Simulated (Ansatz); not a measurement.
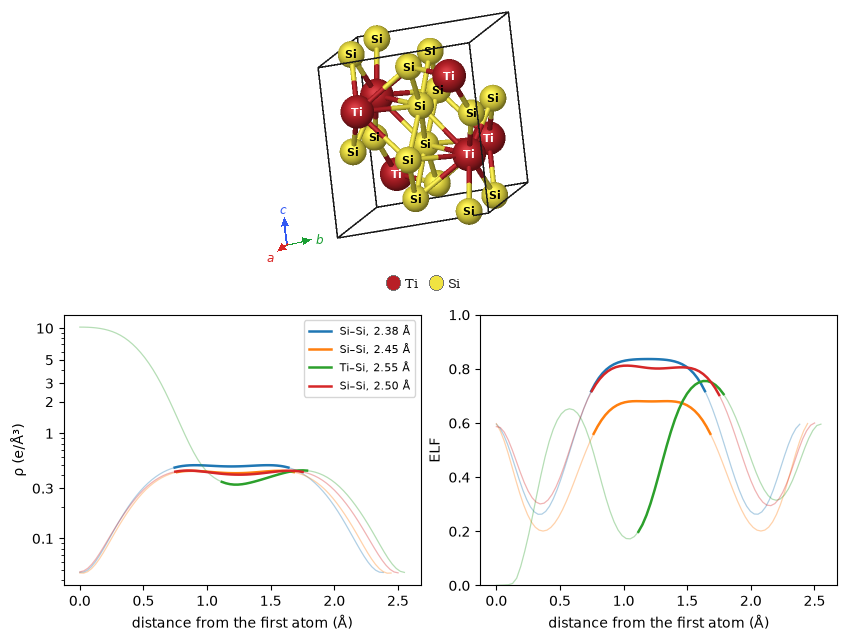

Ti3Si8. Valence electron density and electron localisation function along straight lines between neighbouring atoms. Thin, pale parts lie inside the atomic spheres. The structure is drawn too.

Space group P-1; a generated structure, not necessarily the stable one; computed without spin polarisation.

Computed with DFT PBE, scalar-relativistic, plane waves, PAW in Ansatz.

In a PAW calculation such maps are meaningful between the atoms, not at the nuclei.

Q: What can be read from the curves?

A: Si–Si (2.38 Å): ρ at the midpoint is about 0.48 e/Å³; the ELF peaks at about 0.85 between the atoms.
Si–Si (2.45 Å): ρ is about 0.42 e/Å³ halfway; the ELF peaks at about 0.70 between the atoms.
Ti–Si (2.55 Å): the density is about 0.33 e/Å³ at the midpoint; the ELF peaks at about 0.75 in the valence shell of Si, 0.9 Å from its nucleus, and is about 0.40 at the midpoint.
Si–Si (2.50 Å): the density is about 0.4 e/Å³ at the midpoint; the ELF peaks at about 0.80 between the atoms.
